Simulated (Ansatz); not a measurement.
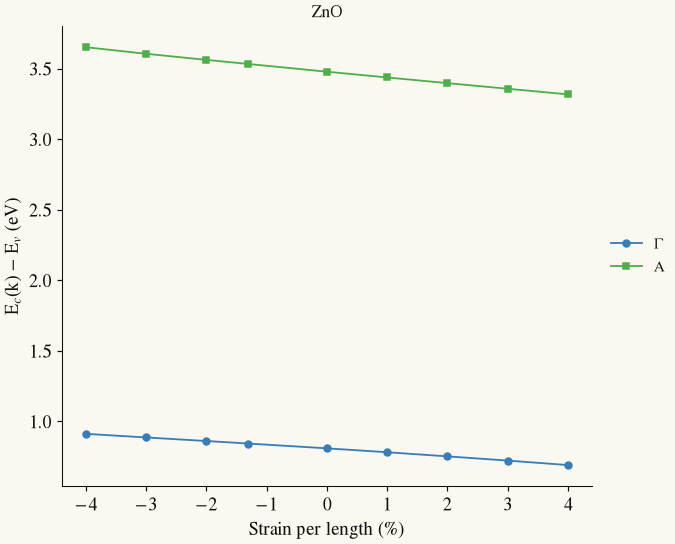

Lowest conduction level at each named k point, counted from the valence-band top at Γ. The names follow the standardised cell of this lattice; in reduced coordinates of the cell that was run, A is (0, 0, 0.5).

System: wurtzite ZnO, space group P6_3mc (No. 186), 4 atoms in the cell, relaxed with r2SCAN; unstrained, a = 3.235 Å, c = 5.211 Å (hexagonal axes). The cell is strained along z with the other two lengths held, and the atoms are relaxed again with r2SCAN. Points keep the names and reduced coordinates of the unstrained primitive cell. Level of theory: PBE, Ansatz PAW set, no spin polarisation, no spin-orbit coupling, 12×12×6 k mesh, 420 eV cutoff; code Ansatz 0.2.0.

Q: How does each level move from −4 % to +4 %?

A: Γ falls by 0.22 eV and A falls by 0.33 eV.

Q: How fast do the levels move with strain?

A: Straight lines through the points have slopes of −27 at Γ and −42 at A (meV for each 1 % of strain).

Q: Which of these conduction levels is lowest, and does that change?

A: The lowest is the one at Γ, over the whole range, so among these points the gap stays direct.

The values:
| strain | Γ (eV) | A (eV) |
| --- | --- | --- |
| −4 % | 0.91 | 3.65 |
| −3 % | 0.89 | 3.60 |
| −2 % | 0.86 | 3.56 |
| −1.31 % | 0.84 | 3.53 |
| 0 % | 0.81 | 3.48 |
| +1 % | 0.78 | 3.44 |
| +2 % | 0.75 | 3.40 |
| +3 % | 0.72 | 3.36 |
| +4 % | 0.69 | 3.32 |

LDA, GGA and most meta-GGA functionals understate gaps.
